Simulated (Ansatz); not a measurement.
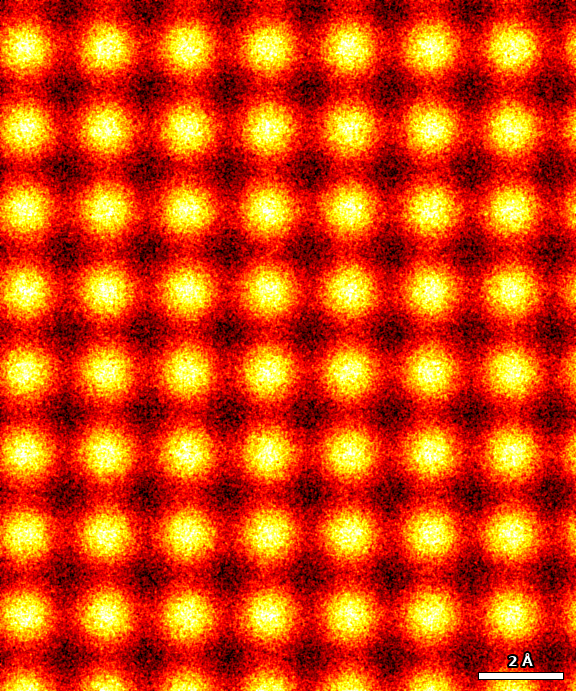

Integrated-DPC-like image of a crystal. Simulated as the projected potential of neutral atoms (B = 0.8 Å²) blurred by a 1.00 Å probe, the thin-sample limit of integrated differential phase contrast. The display is stretched by a gamma of 0.8; percentages refer to the linear signal. Shot noise was added.

Give the net of the columns and its spacings.

The pattern repeats on a square net with a repeat of 2.0 Å.

What is the plane group of the image?

p4mm: fourfold points with mirror lines through them along the axes and the diagonals.

How many columns does the smallest repeating cell hold, and how many levels of brightness?

1 column in the primitive cell of 3.9 Å², all of one brightness.

The crystal is Ni (Im-3m, No. 229) seen along [001]. Model: a calculation's starting geometry; the starting structure was generated, so it need not be a known form of this composition.
